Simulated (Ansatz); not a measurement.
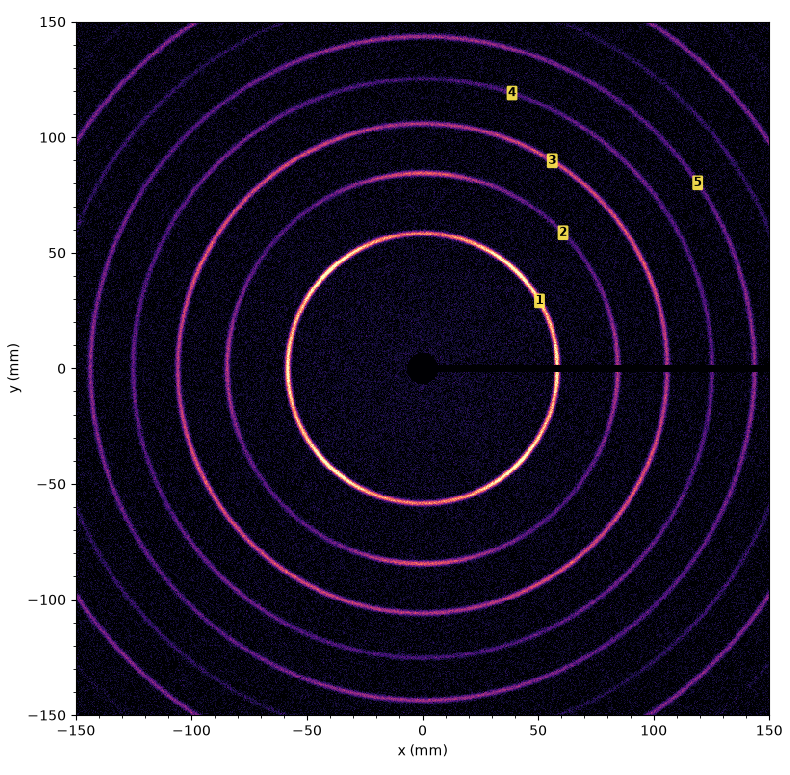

Simulated X-ray powder rings on a flat area detector normal to the beam: λ = 0.7107 Å, sample-to-detector distance 240 mm, axes in mm from the beam centre, for a sample with fibre texture (March–Dollase model, fibre axis vertical in the picture). Kinematic intensities with B = 0.5 Å² for all atoms, without absorption; brightness goes as intensity to the power 0.6, clipped at the top, with counting noise. Reflections closer than the ring width show as one ring.

The sample is La, space group Im-3m, a = 4.219 Å, b = 4.219 Å, c = 4.219 Å, α = 90.00°, β = 90.00°, γ = 90.00°. It is based on the input geometry of an electronic-structure calculation (not necessarily at equilibrium); the starting structure was generated, so it need not be a known form of this composition.

Q: Give radius, d-spacing and indices of the numbered rings.

A:
```tsv
ring	radius	2θ (°)	d (Å)	hkl
1	58.4 mm	13.68	2.98	110
2	84.5 mm	19.39	2.11	200
3	105.9 mm	23.81	1.723	211
4	125.3 mm	27.56	1.492	220
5	143.6 mm	30.89	1.334	310
```

Q: Which lattice planes lie preferentially normal to the fibre axis?

A: The (2 0 0) planes: ring 2 is concentrated at the top and bottom of the pattern (March parameter 0.45).
